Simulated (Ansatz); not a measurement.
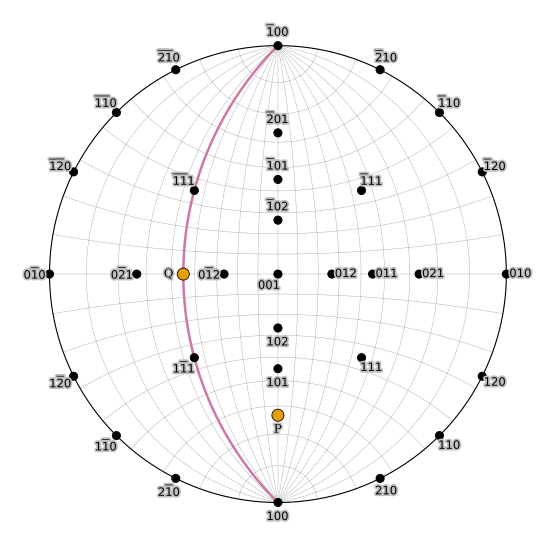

For AlN, the input geometry of an electronic-structure calculation (not necessarily at equilibrium); the starting structure was generated, so it need not be a known form of this composition: stereographic projection of plane normals (upper hemisphere) centred on (0 0 1). The drawing is computed from the coordinates (standard cell, symmetry found to 0.002 Å).

a = 4.370 Å, b = 4.370 Å, c = 4.370 Å, α = 90.00°, β = 90.00°, γ = 90.00°.

**Index the poles marked P, Q.**

P is (2 0 1), 63.4° from the centre; Q is (0 −1 1), 45.0° from the centre.

**Which zone does the coloured great circle trace?**

The zone [0 1 1]: its poles satisfy k + l = 0.

**What is the angle between the normals of (0 −1 0) and (−1 2 0), and what are their d_hkl = 1/|g|?**

153.4°; d = 4.370 Å and 1.954 Å.
